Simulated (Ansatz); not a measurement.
**Geometry relaxation, with input and output: Ga2O3 (part 1 of 3)**

The run: geometry relaxation of Ga2O3 (C2/m, 10 atoms in the cell). Method and program: DFT, PBE, plane waves, PAW, no spin polarisation (Ansatz 0.2.0).

The structure derives from a Materials Project entry.

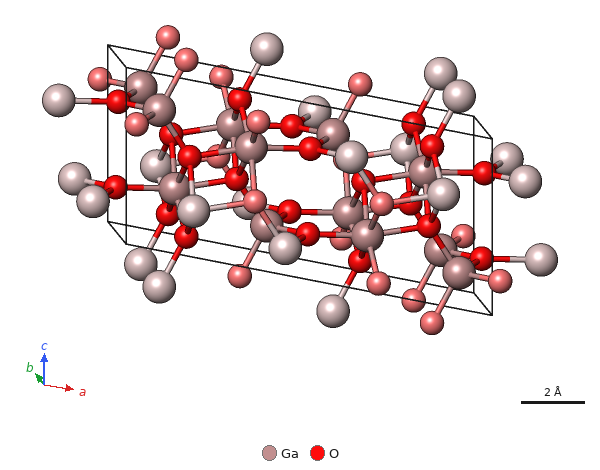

*The starting structure (ball-and-stick view of the cell 2 times as large as that of the calculation, set on its symmetry axes, seen slightly off an axis; neighbours outside the cell are drawn fainter).*

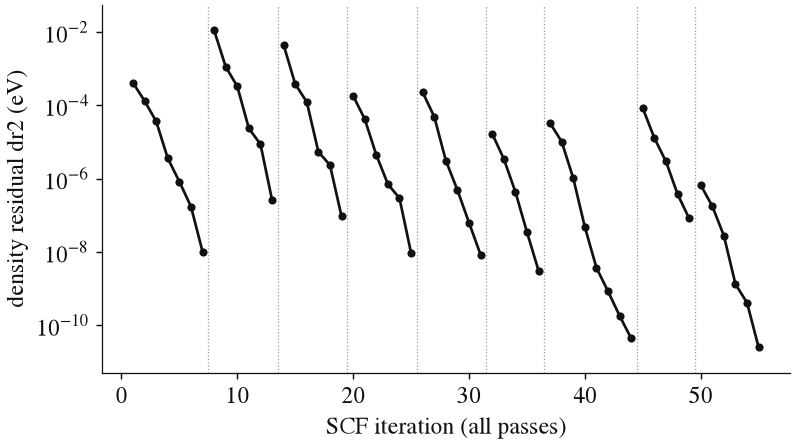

*Convergence of the self-consistent field: density residual dr2 against the SCF iteration. The dotted lines part the SCF passes of the relaxation: geometry steps, rejected trials and re-solves on a re-selected basis.*

The 9 passes take 5 to 8 iterations each, 55 in all.

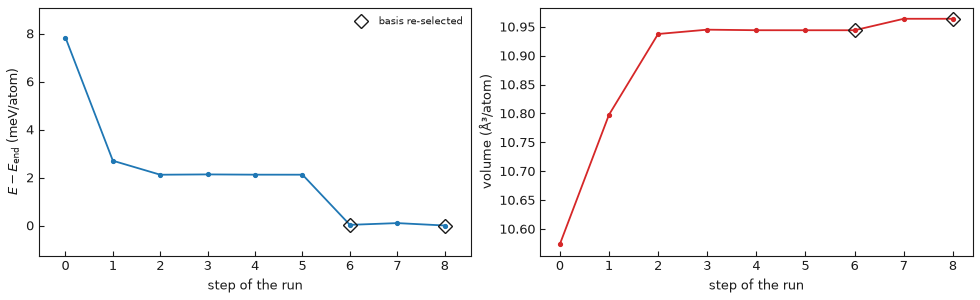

*Progress of the relaxation, step by step (the first geometry is step 0 here and step 1 in the log).*

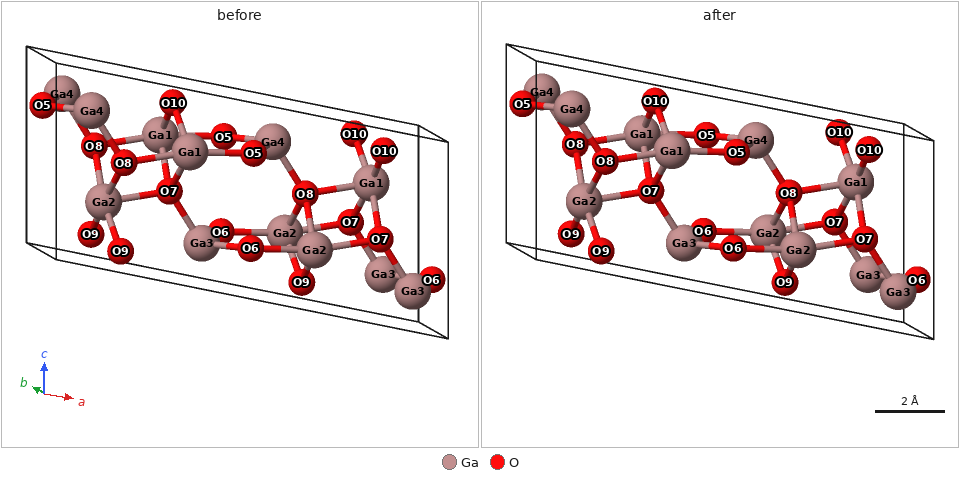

*Before (left) and after (right) the relaxation, at one scale (ball-and-stick view of the cell 2 times as large as that of the calculation, set on its symmetry axes, seen slightly off an axis).*

The energy falls by 7.7 meV per atom in 6 geometry steps. Largest force component: 0.15 eV/Å at the start, 0.0016 eV/Å at the end. Pressure: 6.74 GPa at the start and 0.02 GPa at the end. 1 further SCF at an unchanged geometry re-selected the plane-wave basis for the new cell. The largest moves relative to the cell, 0.012 Å, are those of O9 and O10. Largest moves by element: O 0.012 Å, Ga 0.007 Å. The volume changes by +3.7 %, with a 12.280 → 12.454 Å (+1.4 %), b 3.048 → 3.083 Å (+1.2 %), c 5.817 → 5.878 Å (+1.0 %). Among the contacts that change: Ga1–O5 1.942 → 1.971 Å, Ga1–O7 2.079 → 2.108 Å, Ga1–O8 2.013 → 2.042 Å, Ga3–O7 1.872 → 1.895 Å. The space group stays C2/m (No. 12). The energy change given includes the shifts at the re-selections in mid-walk, which come without any move. A last SCF at the same geometry on a re-selected plane-wave basis shifts the energy by −0.1 meV per atom. (Atoms are counted from 1 in the order of the input.)

These pictures come from the run below.

### Input file
```yaml
crystal:
  lattice:
    - [6.14023671, -1.52378368, 0.0]
    - [6.14023671, 1.52378368, 0.0]
    - [-1.38413089, 0.0, 5.65034886]
  atoms:
    - { symbol: Ga, position: [0.3411617, 0.3411617, 0.68526966] }
    - { symbol: Ga, position: [0.6588383, 0.6588383, 0.31473034] }
    - { symbol: Ga, position: [0.9095256, 0.9095256, 0.205214] }
    - { symbol: Ga, position: [0.0904744, 0.0904744, 0.794786] }
    - { symbol: O, position: [0.50353087, 0.50353087, 0.74333591] }
    - { symbol: O, position: [0.49646913, 0.49646913, 0.25666409] }
    - { symbol: O, position: [0.82662894, 0.82662894, 0.43676984] }
    - { symbol: O, position: [0.17337106, 0.17337106, 0.56323016] }
    - { symbol: O, position: [0.16450498, 0.16450498, 0.10915408] }
    - { symbol: O, position: [0.83549502, 0.83549502, 0.89084592] }
basis:
  ecutwfc: 420
kpoints:
  mp_grid: { grid: [10, 10, 6] }
hamiltonian:
  xc: pbe
scf:
  occupations: { method: gaussian, width: 0.02 }
output:
  forces: true
  stress: true
  eigenvalues: true
  write_density: true
  write_potential: true
  elf: true
  volumetric_format: npy
relax:
  adjacent_minimum: "off"
  f_tol: 0.005
  max_steps: 80
  cell: { stress_tol: 0.05 }
```

Launched with:
```bash
ansatz run input.yaml --threads 4 --pin off --max-ram 8192MiB --backend cpu --events-out ev --progress --plain --runs-dir out
```

### The program's output
```
basis.fft_grid_basis auto: the FFT boxes are laid along the combinations [[1, -1, 0], [0, 1, 0], [0, 0, 1]] of the cell's own vectors, 3.048, 6.326 and 5.817 Å long. The dense box has 24×45×40 points. Along the cell's own vectors, as sized, it would have 45×45×40, 1.88 times as many. Of the 4 symmetry operations that the crystal satisfies within crystal.symmetry.tolerance (time reversal apart; of a slab, those that keep its plane) the dense box along the cell's own vectors carries 4, and the one as laid loses 2 of those. basis.fft_grid_basis: typed keeps the cell's own vectors: state it where this run's energies or levels are differenced outside the engine with another run's, or held beside a run that keeps those vectors. Those combinations have planes normal to reciprocal vector 3, as the cell's own vectors have. Each planar average written beside output.write_density, output.write_potential has a row for each plane of the box: 40. The volumetric files lie along those combinations, not along the cell's own vectors: a cube or XSF file states them, and fields.json those of NumPy files.
Engine: ansatz 0.2.0, x86_64-unknown-linux-gnu
Pseudopotentials: kind: paw
Pseudopotential: Ga, paw, valence charge 13, recommended cutoff 420 eV (normal), Ga.paw.azcp
Pseudopotential: O, paw, valence charge 6, recommended cutoff 420 eV (normal), O.paw.azcp
Functional definition: PBE
  parameter kappa = 0.804
  parameter beta = 0.06672455060314922
  exchange = pbe_x(kappa = kappa, mu = beta*pi^2/3)
  correlation = pbe_c(beta = beta)
Crystal: 10 atoms, lattice volume = 105.734 Å³
Basis set: ecut = 420 eV, 2047 PW (Γ), FFT grids on a1−a2, a2, a3, exchange–correlation on 48×90×80 points (8 copies of the dense FFT grid, shifted against one another)
Bands: 54, of which v1, the nominal top of the filled ones, is band 44 counted from 1 (43 counted from 0)
Symmetry: 4 space group operations
Space group: C2/m (ITA 12), of the structure as read, at distance tolerance 4.7e-5 Å
k-points: 172 of 600
Non-local potential: Ga, projectors of the file, l = 0: 2, l = 1: 2, l = 2: 3, l = 3: 1
Non-local potential: O, projectors of the file, l = 0: 2, l = 1: 2, l = 2: 1
PAW form: soft (Blöchl's): semilocal exchange-correlation on the pseudo side does not see the compensation charge
PAW one-centre angular grid: Ga, 590 points (default); XC on 64 Gauss nodes
PAW one-centre angular grid: O, 110 points (default); XC on 64 Gauss nodes
Initial density: superposition of atomic densities (neutral atoms: chi_scale 0, normalization atom), corrected by the library's trained network
Initial wavefunctions: pseudopotential atomic-orbital guess
Functional: x = pbe(κ = 0.804, μ = 0.2195149727645171), c = pbe(β = 0.06672455060314922)
SCF iter   1: F=—  HF=-18540.039214 eV  |F-HF|=—  |Δ(HF+E_count)|=         —  Δρ=1.11e-3  dr2=4.15e-4  ethr=1.77e-3  ⟨swp⟩=6.1  Hψ=34070  notcnv=0  defer=19
preconditioner: auto → Resta (q_TF=auto, 2.646 Å⁻¹)  ε∞=4.7  [insulator: Δε(μ)=2.301 eV  Ē_g=17.726 eV  σ=0.020 eV  W_gap=1.00  n_scr=34 (ndim 8)  ℏωp=33.9 eV  f_vac=0.015  D(μ)=0.00/eV (n_scr^D=0)  ε∞_Penn≈4.7]
SCF iter   2: F=—  HF=-18540.040245 eV  |F-HF|=—  |Δ(HF+E_count)|=   1.03e-3  Δρ=5.88e-4  dr2=1.33e-4  ethr=4.72e-7  ⟨swp⟩=2.8  Hψ=19394  notcnv=0  defer=463
SCF iter   3: F=—  HF=-18540.040689 eV  |F-HF|=—  |Δ(HF+E_count)|=   4.44e-4  Δρ=2.21e-4  dr2=3.68e-5  ethr=1.51e-7  ⟨swp⟩=2.0  Hψ=16175  notcnv=0  defer=463
SCF iter   4: F=—  HF=-18540.040795 eV  |F-HF|=—  |Δ(HF+E_count)|=   1.06e-4  Δρ=6.23e-5  dr2=3.62e-6  ethr=4.18e-8  ⟨swp⟩=2.0  Hψ=15173  notcnv=0  defer=463
SCF iter   5: F=—  HF=-18540.040798 eV  |F-HF|=—  |Δ(HF+E_count)|=   2.77e-6  Δρ=2.85e-5  dr2=8.35e-7  ethr=4.11e-9  ⟨swp⟩=2.0  Hψ=15003  notcnv=0  defer=463
SCF iter   6: F=—  HF=-18540.040798 eV  |F-HF|=—  |Δ(HF+E_count)|=   3.65e-7  Δρ=1.46e-5  dr2=1.75e-7  ethr=9.49e-10  ⟨swp⟩=2.0  Hψ=16003  notcnv=0  defer=463
SCF iter   7: F=-18540.040798 eV  HF=-18540.040798 eV  |F-HF|=7.89e-9  |Δ(HF+E_count)|=   4.58e-8  Δρ=3.91e-6  dr2=1.03e-8  ethr=1.14e-10  ⟨swp⟩=13.0  Hψ=61806  notcnv=0
SCF 1 converged in 7 iterations: F = -18540.040798 eV  dr2 = 1.03e-8
  greatest PAW one-centre occupation: 0.998 electrons in one spin orbital (limit 2), on the Ga atom at site 1 (counted from 0), in its partial waves of l = 2
relax step   1: F+E_penalty+E_count = -18540.04079803 eV  Δ(F+E_penalty+E_count) = +0.000e0 eV  max|allowed force component| = 1.520e-1 eV/Å  Δτ_max = 0.0000 Å  P = +6.744 GPa  Ω = 105.734 Å³  (7 SCF iters, dr2 threshold 1.00e-7 eV, accepted)
Crystal: 10 atoms, lattice volume = 107.975 Å³
Basis set: ecut = 420 eV, 2089 PW (Γ), FFT grids on a1−a2, a2, a3, exchange–correlation on 48×90×80 points (8 copies of the dense FFT grid, shifted against one another)
Initial density: handed on by an earlier stage of this run
Initial wavefunctions: those handed on with the density
iter 1 solved again at ethr=1.29e-5 eV; its pass at ethr=3.10e-3 eV (dr2=1.13e-2 eV) is discarded
SCF iter   1: F=—  HF=-18540.094892 eV  |F-HF|=—  |Δ(HF+E_count)|=         —  Δρ=3.93e-3  dr2=1.12e-2  ethr=1.29e-5  ⟨swp⟩=2.9  Hψ=43915  notcnv=0
preconditioner: auto → Resta (q_TF=auto, 2.637 Å⁻¹)  ε∞=4.7  [insulator: Δε(μ)=2.121 eV  Ē_g=17.530 eV  σ=0.020 eV  W_gap=1.00  n_scr=34 (ndim 8)  ℏωp=33.5 eV  f_vac=0.020  D(μ)=0.00/eV (n_scr^D=0)  ε∞_Penn≈4.7]
SCF iter   2: F=—  HF=-18540.091978 eV  |F-HF|=—  |Δ(HF+E_count)|=   2.91e-3  Δρ=1.37e-3  dr2=1.14e-3  ethr=1.27e-5  ⟨swp⟩=2.6  Hψ=18338  notcnv=0
SCF iter   3: F=—  HF=-18540.091948 eV  |F-HF|=—  |Δ(HF+E_count)|=   2.95e-5  Δρ=6.28e-4  dr2=3.31e-4  ethr=1.30e-6  ⟨swp⟩=1.0  Hψ=9288  notcnv=0
SCF iter   4: F=—  HF=-18540.092123 eV  |F-HF|=—  |Δ(HF+E_count)|=   1.74e-4  Δρ=1.68e-4  dr2=2.36e-5  ethr=3.76e-7  ⟨swp⟩=2.4  Hψ=17092  notcnv=0
SCF iter   5: F=—  HF=-18540.092132 eV  |F-HF|=—  |Δ(HF+E_count)|=   9.14e-6  Δρ=1.02e-4  dr2=8.77e-6  ethr=2.68e-8  ⟨swp⟩=2.0  Hψ=16741  notcnv=0
SCF iter   6: F=-18540.092132 eV  HF=-18540.092131 eV  |F-HF|=2.15e-7  |Δ(HF+E_count)|=   4.41e-7  Δρ=1.74e-5  dr2=2.65e-7  ethr=1.14e-9  ⟨swp⟩=8.3  Hψ=71229  notcnv=0
SCF 2 converged in 6 iterations: F = -18540.092132 eV  dr2 = 2.65e-7
relax step   2: F+E_penalty+E_count = -18540.09213156 eV  Δ(F+E_penalty+E_count) = -5.133e-2 eV  max|allowed force component| = 8.979e-2 eV/Å  Δτ_max = 0.0124 Å  P = +2.634 GPa  Ω = 107.975 Å³  energy of the carried Pulay correction = -1.064e-2 eV  (6 SCF iters, dr2 threshold 1.00e-6 eV, accepted)
Crystal: 10 atoms, lattice volume = 109.375 Å³
Basis set: ecut = 420 eV, 2133 PW (Γ), FFT grids on a1−a2, a2, a3, exchange–correlation on 48×90×80 points (8 copies of the dense FFT grid, shifted against one another)
iter 1 solved again at ethr=5.29e-6 eV; its pass at ethr=3.10e-3 eV (dr2=4.65e-3 eV) is discarded
SCF iter   1: F=—  HF=-18540.099037 eV  |F-HF|=—  |Δ(HF+E_count)|=         —  Δρ=2.39e-3  dr2=4.47e-3  ethr=5.29e-6  ⟨swp⟩=2.6  Hψ=44554  notcnv=0
preconditioner: auto → Resta (q_TF=auto, 2.631 Å⁻¹)  ε∞=4.7  [insulator: Δε(μ)=2.018 eV  Ē_g=17.434 eV  σ=0.020 eV  W_gap=1.00  n_scr=34 (ndim 8)  ℏωp=33.3 eV  f_vac=0.021  D(μ)=0.00/eV (n_scr^D=0)  ε∞_Penn≈4.7]
SCF iter   2: F=—  HF=-18540.097813 eV  |F-HF|=—  |Δ(HF+E_count)|=   1.22e-3  Δρ=7.33e-4  dr2=3.85e-4  ethr=5.08e-6  ⟨swp⟩=2.7  Hψ=18465  notcnv=0
SCF iter   3: F=—  HF=-18540.097938 eV  |F-HF|=—  |Δ(HF+E_count)|=   1.25e-4  Δρ=3.59e-4  dr2=1.24e-4  ethr=4.37e-7  ⟨swp⟩=1.0  Hψ=9288  notcnv=0
SCF iter   4: F=—  HF=-18540.097960 eV  |F-HF|=—  |Δ(HF+E_count)|=   2.15e-5  Δρ=8.22e-5  dr2=5.44e-6  ethr=1.40e-7  ⟨swp⟩=2.2  Hψ=16273  notcnv=0
SCF iter   5: F=—  HF=-18540.097964 eV  |F-HF|=—  |Δ(HF+E_count)|=   4.78e-6  Δρ=5.28e-5  dr2=2.36e-6  ethr=1.14e-9  ⟨swp⟩=11.3  Hψ=86962  notcnv=0
SCF iter   6: F=-18540.097963 eV  HF=-18540.097963 eV  |F-HF|=9.54e-8  |Δ(HF+E_count)|=   9.78e-7  Δρ=1.10e-5  dr2=9.38e-8  ethr=1.14e-9  ⟨swp⟩=6.9  Hψ=66066  notcnv=0
SCF 3 converged in 6 iterations: F = -18540.097963 eV  dr2 = 9.38e-8
relax step   3: F+E_penalty+E_count = -18540.09796341 eV  Δ(F+E_penalty+E_count) = -5.832e-3 eV  max|allowed force component| = 2.333e-2 eV/Å  Δτ_max = 0.0038 Å  P = +0.135 GPa  Ω = 109.375 Å³  energy of the carried Pulay correction = -1.717e-2 eV  (6 SCF iters, dr2 threshold 1.00e-6 eV, accepted)
Crystal: 10 atoms, lattice volume = 109.450 Å³
Basis set: ecut = 420 eV, 2137 PW (Γ), FFT grids on a1−a2, a2, a3, exchange–correlation on 48×90×80 points (8 copies of the dense FFT grid, shifted against one another)
iter 1 solved again at ethr=2.09e-7 eV; its pass at ethr=3.10e-3 eV (dr2=1.84e-4 eV) is discarded
SCF iter   1: F=—  HF=-18540.097746 eV  |F-HF|=—  |Δ(HF+E_count)|=         —  Δρ=7.43e-4  dr2=1.84e-4  ethr=2.09e-7  ⟨swp⟩=2.2  Hψ=35511  notcnv=0
preconditioner: auto → Resta (q_TF=auto, 2.631 Å⁻¹)  ε∞=4.6  [insulator: Δε(μ)=2.024 eV  Ē_g=17.444 eV  σ=0.020 eV  W_gap=1.00  n_scr=34 (ndim 8)  ℏωp=33.3 eV  f_vac=0.019  D(μ)=0.00/eV (n_scr^D=0)  ε∞_Penn≈4.6]
SCF iter   2: F=—  HF=-18540.097835 eV  |F-HF|=—  |Δ(HF+E_count)|=   8.88e-5  Δρ=3.60e-4  dr2=4.26e-5  ethr=2.09e-7  ⟨swp⟩=2.3  Hψ=15927  notcnv=0
SCF iter   3: F=—  HF=-18540.097833 eV  |F-HF|=—  |Δ(HF+E_count)|=   2.08e-6  Δρ=7.15e-5  dr2=4.45e-6  ethr=4.84e-8  ⟨swp⟩=2.3  Hψ=16265  notcnv=0
SCF iter   4: F=—  HF=-18540.097833 eV  |F-HF|=—  |Δ(HF+E_count)|=   5.96e-8  Δρ=2.54e-5  dr2=7.14e-7  ethr=5.05e-9  ⟨swp⟩=2.0  Hψ=15867  notcnv=0
SCF iter   5: F=—  HF=-18540.097833 eV  |F-HF|=—  |Δ(HF+E_count)|=   1.78e-7  Δρ=1.88e-5  dr2=2.95e-7  ethr=2.23e-10  ⟨swp⟩=10.4  Hψ=66675  notcnv=0
SCF iter   6: F=-18540.097833 eV  HF=-18540.097833 eV  |F-HF|=9.82e-9  |Δ(HF+E_count)|=   6.33e-8  Δρ=2.86e-6  dr2=9.44e-9  ethr=2.23e-10  ⟨swp⟩=8.1  Hψ=57481  notcnv=0
SCF 4 converged in 6 iterations: F = -18540.097833 eV  dr2 = 9.44e-9
relax step   4: F+E_penalty+E_count = -18540.09783339 eV  Δ(F+E_penalty+E_count) = +1.300e-4 eV  max|allowed force component| = 1.601e-2 eV/Å  Δτ_max = 0.0032 Å  P = -0.019 GPa  Ω = 109.450 Å³  energy of the carried Pulay correction = -1.752e-2 eV  (6 SCF iters, dr2 threshold 1.96e-7 eV, accepted)
Crystal: 10 atoms, lattice volume = 109.440 Å³
iter 1 solved again at ethr=2.63e-7 eV; its pass at ethr=3.10e-3 eV (dr2=2.32e-4 eV) is discarded
SCF iter   1: F=—  HF=-18540.097884 eV  |F-HF|=—  |Δ(HF+E_count)|=         —  Δρ=8.13e-4  dr2=2.29e-4  ethr=2.63e-7  ⟨swp⟩=3.1  Hψ=35976  notcnv=0
preconditioner: auto → Resta (q_TF=auto, 2.631 Å⁻¹)  ε∞=4.6  [insulator: Δε(μ)=2.026 eV  Ē_g=17.446 eV  σ=0.020 eV  W_gap=1.00  n_scr=34 (ndim 8)  ℏωp=33.3 eV  f_vac=0.019  D(μ)=0.00/eV (n_scr^D=0)  ε∞_Penn≈4.6]
SCF iter   2: F=—  HF=-18540.097822 eV  |F-HF|=—  |Δ(HF+E_count)|=   6.13e-5  Δρ=3.87e-4  dr2=4.95e-5  ethr=2.61e-7  ⟨swp⟩=2.9  Hψ=13187  notcnv=0
SCF iter   3: F=—  HF=-18540.097946 eV  |F-HF|=—  |Δ(HF+E_count)|=   1.24e-4  Δρ=6.38e-5  dr2=3.15e-6  ethr=5.62e-8  ⟨swp⟩=2.5  Hψ=17242  notcnv=0
SCF iter   4: F=—  HF=-18540.097942 eV  |F-HF|=—  |Δ(HF+E_count)|=   4.39e-6  Δρ=2.15e-5  dr2=4.92e-7  ethr=3.58e-9  ⟨swp⟩=2.0  Hψ=16609  notcnv=0
SCF iter   5: F=—  HF=-18540.097942 eV  |F-HF|=—  |Δ(HF+E_count)|=   2.28e-7  Δρ=7.67e-6  dr2=6.35e-8  ethr=5.59e-10  ⟨swp⟩=2.0  Hψ=12326  notcnv=0
SCF iter   6: F=-18540.097942 eV  HF=-18540.097942 eV  |F-HF|=8.42e-9  |Δ(HF+E_count)|=   3.44e-8  Δρ=3.07e-6  dr2=8.45e-9  ethr=1.82e-11  ⟨swp⟩=7.5  Hψ=55848  notcnv=0
SCF 5 converged in 6 iterations: F = -18540.097942 eV  dr2 = 8.45e-9
relax step   5: F+E_penalty+E_count = -18540.09794212 eV  Δ(F+E_penalty+E_count) = -1.087e-4 eV  max|allowed force component| = 9.071e-3 eV/Å  Δτ_max = 0.0029 Å  P = +0.000 GPa  Ω = 109.440 Å³  energy of the carried Pulay correction = -1.748e-2 eV  (6 SCF iters, dr2 threshold 1.60e-8 eV, accepted)
iter 1 solved again at ethr=1.93e-8 eV; its pass at ethr=3.10e-3 eV (dr2=1.70e-5 eV) is discarded
SCF iter   1: F=—  HF=-18540.097828 eV  |F-HF|=—  |Δ(HF+E_count)|=         —  Δρ=2.06e-4  dr2=1.71e-5  ethr=1.93e-8  ⟨swp⟩=2.4  Hψ=30691  notcnv=0
preconditioner: auto → Resta (q_TF=auto, 2.631 Å⁻¹)  ε∞=4.6  [insulator: Δε(μ)=2.025 eV  Ē_g=17.446 eV  σ=0.020 eV  W_gap=1.00  n_scr=34 (ndim 8)  ℏωp=33.3 eV  f_vac=0.019  D(μ)=0.00/eV (n_scr^D=0)  ε∞_Penn≈4.6]
SCF iter   2: F=—  HF=-18540.097952 eV  |F-HF|=—  |Δ(HF+E_count)|=   1.25e-4  Δρ=9.65e-5  dr2=3.51e-6  ethr=1.93e-8  ⟨swp⟩=2.8  Hψ=15480  notcnv=0
SCF iter   3: F=—  HF=-18540.097951 eV  |F-HF|=—  |Δ(HF+E_count)|=   1.00e-6  Δρ=2.45e-5  dr2=4.45e-7  ethr=3.99e-9  ⟨swp⟩=2.0  Hψ=14737  notcnv=0
SCF iter   4: F=—  HF=-18540.097951 eV  |F-HF|=—  |Δ(HF+E_count)|=   1.68e-8  Δρ=4.76e-6  dr2=3.54e-8  ethr=5.06e-10  ⟨swp⟩=2.5  Hψ=14885  notcnv=0
SCF iter   5: F=-18540.097951 eV  HF=-18540.097951 eV  |F-HF|=1.52e-9  |Δ(HF+E_count)|=   3.01e-8  Δρ=1.60e-6  dr2=3.14e-9  ethr=5.84e-12  ⟨swp⟩=7.2  Hψ=52182  notcnv=0
SCF 6 converged in 5 iterations: F = -18540.097951 eV  dr2 = 3.14e-9
relax step   6: F+E_penalty+E_count = -18540.09795122 eV  Δ(F+E_penalty+E_count) = -9.103e-6 eV  max|allowed force component| = 1.630e-3 eV/Å  Δτ_max = 0.0009 Å  P = +0.001 GPa  Ω = 109.440 Å³  energy of the carried Pulay correction = -1.747e-2 eV  (5 SCF iters, dr2 threshold 5.14e-9 eV, accepted)
Initial wavefunctions: pseudopotential atomic-orbital guess (no wavefunctions were taken with the density)
iter 1 solved again at ethr=1.18e-7 eV; its pass at ethr=3.10e-3 eV (dr2=1.04e-4 eV) is discarded
```
